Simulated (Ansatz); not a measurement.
**Two runs on C**

System: C (Imma, 2 atoms in the cell).
Method of run 1: DFT, PBE, plane waves, PAW, no spin polarisation (Ansatz 0.2.0).

The structure was built on a prototype by a generator. The geometry comes from this level: r2SCAN (a point of a series of strains). Text and figures count atoms from 1; the logs count them from 0 in places.

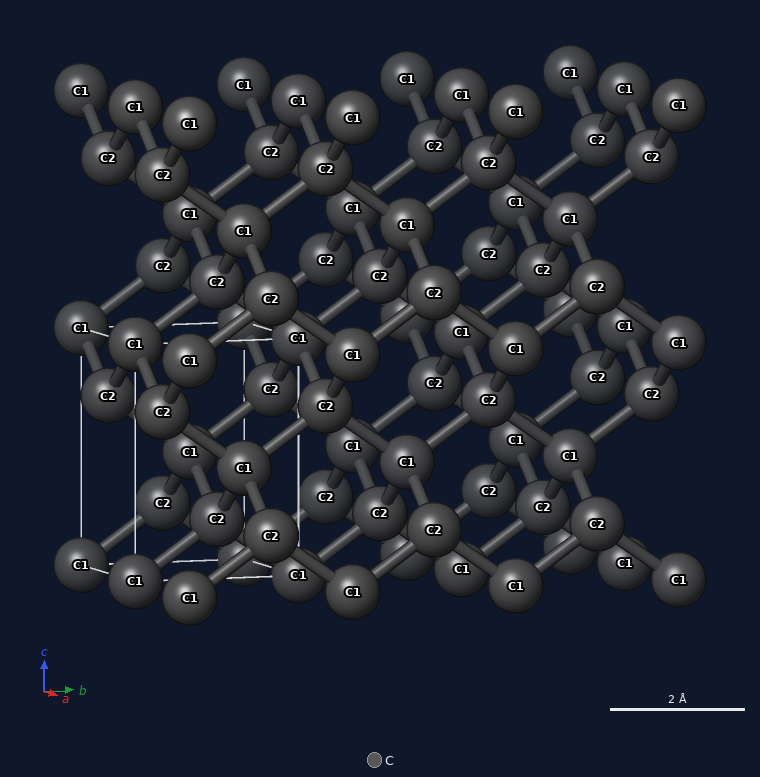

Fig. 1: The input geometry (ball-and-stick view of the cell 2 times as large as that of the calculation, set on its symmetry axes, repeated 2 × 3 × 2, seen slightly off an axis; atoms are numbered from 1 in the order of the input).

**Input, run 1**
```yaml
crystal:
  lattice:
    - [0.0429009918, 1.7801241411, 1.7801241411]
    - [1.7801241411, 0.0429009918, 1.7801241411]
    - [1.8230251329, 1.8230251329, 0.0]
  atoms:
    - { symbol: C, position: [0.0003893714, 0.0003893714, -0.0003893714] }
    - { symbol: C, position: [0.2496106286, 0.2496106286, 0.2503893714] }
kpoints:
  mp_grid: { grid: [12, 12, 12] }
  band_path:
    path:
      - [0.0, 0.0, 0.0]
      - [0.5, 0.0, 0.5]
      - [0.625, 0.25, 0.625]
      - [0.375, 0.375, 0.75]
      - [0.5, 0.5, 0.5]
      - [0.5, 0.25, 0.75]
      - [0.35, 0.0, 0.35]
    npoints: 1
hamiltonian:
  xc: pbe
scf:
  occupations: { method: fermi_dirac, width: 0.02 }
  n_extra_bands: 4
output:
  forces: true
  stress: true
  eigenvalues: true
```

Hardware: 4 threads of an Arm (aarch64) CPU, shared host.

**Output, shortened to warnings, some set-up lines, iterations and results (run 1)**
```
Basis set: ecut = 420 eV, 225 PW (Γ), exchange–correlation on 36×36×36 points (8 copies of the dense FFT grid, shifted against one another)
Symmetry: 8 space group operations
k-points: 280 of 1728
Initial density: superposition of atomic densities (neutral atoms: chi_scale 0, normalization atom), corrected by the library's trained network
[...]
SCF iter   1: F=—  HF=-501.567261 eV  |F-HF|=—  |Δ(HF+E_count)|=         —  Δρ=1.94e-3  dr2=9.30e-5  ethr=1.77e-3  ⟨swp⟩=5.4  Hψ=14914  notcnv=0
SCF iter   2: F=—  HF=-501.567394 eV  |F-HF|=—  |Δ(HF+E_count)|=   1.32e-4  Δρ=9.95e-4  dr2=2.41e-5  ethr=1.16e-6  ⟨swp⟩=2.0  Hψ=5565  notcnv=0
SCF iter   3: F=—  HF=-501.567465 eV  |F-HF|=—  |Δ(HF+E_count)|=   7.15e-5  Δρ=1.20e-4  dr2=1.03e-6  ethr=3.02e-7  ⟨swp⟩=2.2  Hψ=3254  notcnv=0
SCF iter   4: F=—  HF=-501.567465 eV  |F-HF|=—  |Δ(HF+E_count)|=   2.08e-7  Δρ=4.86e-5  dr2=1.61e-7  ethr=1.29e-8  ⟨swp⟩=2.0  Hψ=3010  notcnv=0
SCF iter   5: F=-501.567465 eV  HF=-501.567465 eV  |F-HF|=2.83e-9  |Δ(HF+E_count)|=   9.05e-9  Δρ=9.69e-6  dr2=5.99e-9  ethr=2.01e-9  ⟨swp⟩=2.0  Hψ=3335  notcnv=0
SCF iter   6: F=-501.567465 eV  HF=-501.567465 eV  |F-HF|=3.70e-11  |Δ(HF+E_count)|=   2.16e-9  Δρ=1.49e-6  dr2=1.19e-10  ethr=7.48e-11  ⟨swp⟩=1.1  Hψ=6795  notcnv=0
SCF 1 converged in 6 iterations: F = -501.567465 eV  dr2 = 1.19e-10
NSCF: frozen V_eff on 7 k-points
SCF converged after 6 iterations
Free energy (F): -501.567465 eV
Harris-Foulkes:  -501.567465 eV  (|F-HF|=3.70e-11)
Internal energy: -501.567465 eV  (E = F + TS)
E sigma→0 (E₀):  -501.567465 eV
Fermi energy:    15.372110 eV
--- Per-component energies (eV) ---
  E_band       = 35.291624
  E_kinetic    = 185.022254
  E_local      = -122.219125  (includes V_loc(G=0)·N_el)
  E_nonlocal   = 53.422333
  E_hartree    = 26.777017
  E_xc         = -97.547585
  E_vxc        = -121.109262  (∫ρ·V_xc dr)
  E_paw        = -198.486891  (= ΣΔE_a)
  E_vpaw       = -13.378541  (= ΣTr[D̂ρ^β])
  E_aug_tail   = 0.000017  (compensation charges beyond the density's cutoff)
  E_ewald      = -348.535485
  E_smearing   = -0.000000  (= −TS)
  E_closure    = 0.000000  (closes the sum)
  Σ components = -501.567465   (vs F -501.567465, Δ=0.00e0)
--- Forces (eV/Å), atoms counted from 1 ---
  atom   1  C     -0.00000000     0.00000000     0.05278155
  atom   2  C      0.00000000    -0.00000000    -0.05278155
  max |Σ_I F_I| component: 2.08e-17 eV/Å
--- Stress (GPa, compression-positive) ---
        5.822597     -27.589383      -0.000000
      -27.589383       5.822597      -0.000000
       -0.000000       0.000000       4.419512
  P = ⅓ Tr σ = 5.3549 GPa (53.549 kbar)
```

For run 2 the input was changed thus:
```diff
-  xc: pbe
+  xc: r2scan
-  occupations: { method: fermi_dirac, width: 0.02 }
+  occupations: { method: fixed }
```

What does this change do to the results?

The total energies belong to different methods, so their difference says nothing on which is more stable or more accurate. The gap on the mesh goes from 3.78 to 4.00 eV. The pressure goes from 5.35 to 1.19 GPa. The largest force goes from 0.053 to 0.000 eV/Å. The functional changes from PBE to r2SCAN. The number of SCF iterations is the same. The default cutoff goes from 420 to 500 eV with the change. The plane waves at Γ go from 225 to 291.

**Output, shortened to warnings, some set-up lines, iterations and results (run 2)**
```
Basis set: ecut = 500 eV, 291 PW (Γ), exchange–correlation on 80×80×80 points (64 copies of the dense FFT grid, shifted against one another)
Symmetry: 8 space group operations
k-points: 280 of 1728
Initial density: superposition of atomic densities (neutral atoms: chi_scale 0, normalization atom), corrected by the library's trained network
[...]
SCF iter   1: F=—  HF=-503.007199 eV  |F-HF|=—  |Δ(HF+E_count)|=         —  Δρ=8.97e-3  dr2=2.49e-3  dr2_τ=3.90e-1  ethr=1.77e-3  ⟨swp⟩=4.0  Hψ=13436  notcnv=0  defer=414
SCF iter   2: F=—  HF=-503.063384 eV  |F-HF|=—  |Δ(HF+E_count)|=   5.62e-2  Δρ=5.60e-3  dr2=9.79e-4  dr2_τ=5.93e-5  ethr=3.11e-5  ⟨swp⟩=2.6  Hψ=6365  notcnv=0  defer=555
SCF iter   3: F=—  HF=-503.063408 eV  |F-HF|=—  |Δ(HF+E_count)|=   2.45e-5  Δρ=1.70e-3  dr2=9.79e-5  dr2_τ=1.50e-5  ethr=1.22e-5  ⟨swp⟩=3.0  Hψ=3810  notcnv=0  defer=560
SCF iter   4: F=—  HF=-503.063437 eV  |F-HF|=—  |Δ(HF+E_count)|=   2.85e-5  Δρ=3.24e-4  dr2=3.53e-6  dr2_τ=2.51e-7  ethr=1.22e-6  ⟨swp⟩=1.9  Hψ=2992  notcnv=0  defer=28
SCF iter   5: F=—  HF=-503.063438 eV  |F-HF|=—  |Δ(HF+E_count)|=   1.67e-6  Δρ=7.65e-5  dr2=1.99e-7  dr2_τ=2.29e-8  ethr=4.42e-8  ⟨swp⟩=1.5  Hψ=2668  notcnv=0  defer=41
SCF iter   6: F=-503.063439 eV  HF=-503.063439 eV  |F-HF|=3.19e-10  |Δ(HF+E_count)|=   1.20e-7  Δρ=3.47e-6  dr2=3.93e-10  dr2_τ=5.77e-11  ethr=1.25e-9  ⟨swp⟩=6.1  Hψ=11945  …
SCF 1 converged in 6 iterations: F = -503.063439 eV  dr2 = 3.93e-10
NSCF: frozen V_eff on 7 k-points
SCF converged after 6 iterations
Free energy (F): -503.063439 eV
Harris-Foulkes:  -503.063439 eV  (|F-HF|=3.19e-10)
Internal energy: -503.063439 eV  (E = F + TS)
E sigma→0 (E₀):  -503.063439 eV
Fermi energy:    13.460962 eV
--- Per-component energies (eV) ---
  E_band       = 30.846473
  E_kinetic    = 184.633436
  E_local      = -120.971519  (includes V_loc(G=0)·N_el)
  E_nonlocal   = 52.626266
  E_hartree    = 26.691352
  E_xc         = -95.979165
  E_vxc        = -132.635460  (∫ρ·V_xc dr)
  E_paw        = -201.478785  (= ΣΔE_a)
  E_vpaw       = -13.188556  (= ΣTr[D̂ρ^β])
  E_aug_tail   = 0.000009  (compensation charges beyond the density's cutoff)
  E_vtau       = 6.999635  (kinetic-family band-sum trace: ∫τ·v_τ [+ j·A + Jᵃ·Aᵃ] dr)
  E_ewald      = -348.535485
  E_core_change = -0.049547  (= ΣΔE_core)
  E_smearing   = -0.000000  (= −TS)
  E_closure    = -0.000000  (closes the sum)
  Σ components = -503.063439   (vs F -503.063439, Δ=0.00e0)
--- Forces (eV/Å), atoms counted from 1 ---
  atom   1  C     -0.00000000     0.00000000     0.00000544
  atom   2  C      0.00000000    -0.00000000    -0.00000544
  max |Σ_I F_I| component: 5.55e-17 eV/Å
--- Stress (GPa, compression-positive) ---
        1.708513     -28.346516      -0.000000
      -28.346516       1.708513      -0.000000
       -0.000000       0.000000       0.164685
  P = ⅓ Tr σ = 1.1939 GPa (11.939 kbar)
```

**The two runs side by side**

| quantity | run 1 | run 2 |
| --- | --- | --- |
| outcome | converged | converged |
| free energy per atom (eV) | −250.7837 | −251.5317 |
| gap on the mesh (eV) | 3.78 | 4.00 |
| pressure (GPa) | 5.35 | 1.19 |
| largest force (eV/Å) | 0.053 | 0.000 |
| SCF iterations | 6 | 6 |
| irreducible k-points | 280 | 280 |
| plane waves at Γ | 225 | 291 |
| wall time (shared host) | 0.67 s | 1.2 s |

For run 1: The cell is under a pressure of 5.4 GPa at this level, so it is not at its equilibrium volume.
